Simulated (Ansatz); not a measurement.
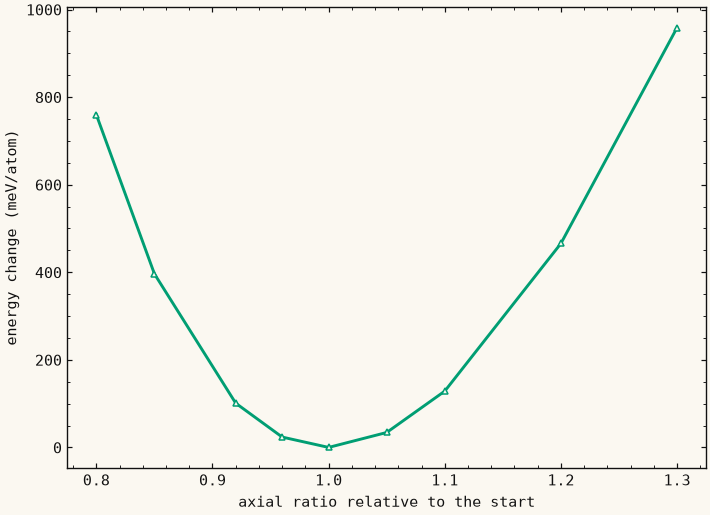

Plotted: energy change against relative axial ratio.

Method: deformation of a crystal at fixed volume, lengths along the axis scaled against those across it, fractional coordinates fixed, by plane-wave density functional theory with PAW datasets, free energies less that of the undisturbed cell, pressure positive in compression; scalar-relativistic (Ansatz 0.2.0). Level: PBEsol, no spin polarisation.

> For which of these solids was it computed?
A. TaN, P-6m2 (No. 187), 10.8 Å³/atom, path axial
B. MgO, Fm-3m (No. 225), 9.7 Å³/atom, path tetragonal
C. Ti, P6_3/mmc (No. 194), 17.7 Å³/atom, path axial

A, TaN: energy change from 0 meV/atom to 959 meV/atom. The others give: MgO, energy change from 0 meV/atom to 1392 meV/atom; Ti, energy change from 0 meV/atom to 204 meV/atom.

For MgO, limits of the calculation: reference crystal is not relaxed.

For TaN, limits of the calculation: reference crystal is not relaxed; shape and atomic fractions are frozen while scaling, which makes layered, chain and framework solids too stiff.

For Ti, limits of the calculation: reference crystal is not relaxed; shape and atomic fractions are frozen while scaling, which makes layered, chain and framework solids too stiff.
